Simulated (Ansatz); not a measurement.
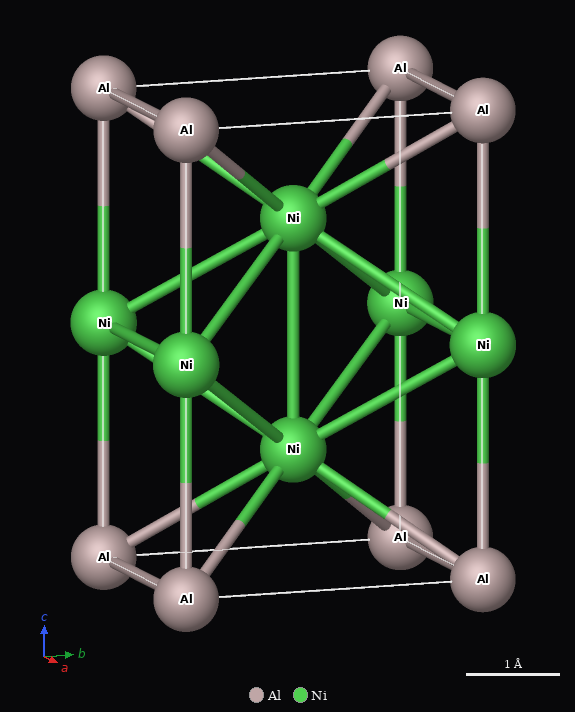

Crystal structure, ball-and-stick style, seen slightly off an axis. The parallelepiped is the conventional unit cell. Cell: a = 2.62 Å, b = 3.40 Å, c = 5.14 Å, α = 90.00°, β = 90.00°, γ = 90.00°.

Provenance: a structure type filled with these elements by a generator (whether the compound takes this form wasn't checked). Earlier steps of the study, as a rule a relaxation of our own, may have changed the cell and positions, so they can lie some per cent off the listed ones. It was the input of a calculation with Ansatz.

**Describe the crystal.**

The formula is AlNi3. It belongs to space group Pmmm (No. 47) and has a primitive orthorhombic lattice. In the cell are 1 Al, 3 Ni, which makes 1 formula unit. Al is coordinated by ten Ni and two Al in a cuboctahedral arrangement (about 2.5 to 2.6 Å to Ni, 2.6 Å to Al). Ni takes two kinds of site: 2t with eight Ni and four Al in a cuboctahedral arrangement (about 2.5 to 2.6 Å to Ni, 2.5 Å to Al); 1c with ten Ni and two Al in a cuboctahedral arrangement (about 2.5 to 2.6 Å to Ni, 2.6 Å to Al). The bonds build a three-dimensional framework.

Setup: DFT PBE, scalar-relativistic, plane waves, PAW (Ansatz); a kinetic-energy cutoff of 420 eV, k-point mesh 18×14×10, Gaussian smearing of 0.1 eV, no spin polarisation (a spin-restricted run, not always the ground state).

**What does the calculation say: metal or gapped?**

A metal: bands cross the Fermi level.

**How are the electrons shared out in a Bader analysis?**

Al +1.72 e; Ni -0.73 to -0.26 e.

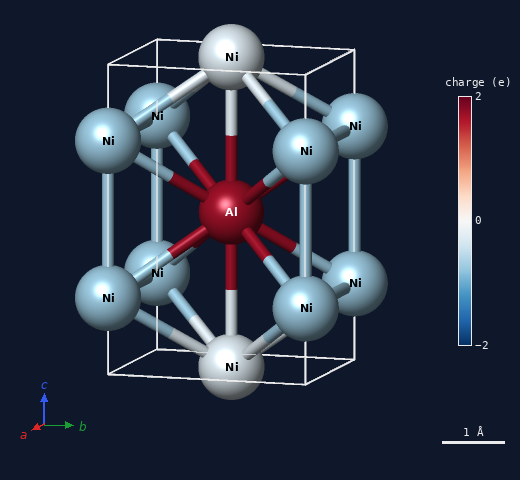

The atoms coloured by those charges. The run's cell of 4 atoms is drawn, so axes and origin can differ from the first picture.

**Has the structure come to rest?**

Yes. All forces vanish to within 0.01 eV/Å. The pressure is 0.0 GPa, close to zero.
